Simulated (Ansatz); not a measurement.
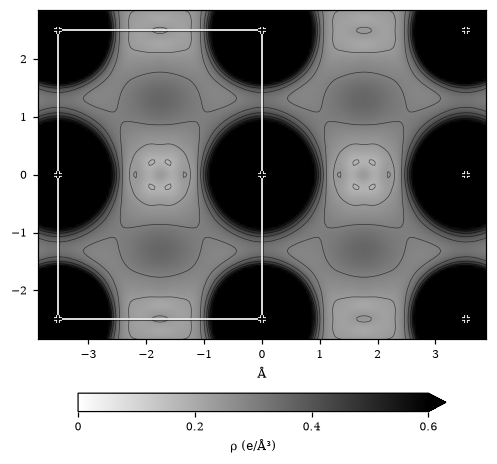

The valence electron density on a plane through atoms (crosses mark nuclei in the plane).

All numbers below come from DFT PBEsol, scalar-relativistic, plane waves, PAW in Ansatz.

Candidates:
A. TiCo$_{3}$, a = 3.53 Å, b = 3.53 Å, c = 3.53 Å, α = 90.00°, β = 90.00°, γ = 90.00°. Space group Pm-3m; spin-polarised.
B. Sc$_{2}$Al, a = 4.85 Å, b = 4.85 Å, c = 6.09 Å, α = 90.00°, β = 90.00°, γ = 120.00°. Space group P6₃/mmc; a structure from a database of computed crystals, not necessarily the ambient phase.

Which system is this?

Answer. Candidate A: TiCo$_{3}$ on the (110) plane of the conventional cell, which holds Ti and Co. Ti–Co (2.49 Å): ρ is about 0.33 e/Å³ halfway.
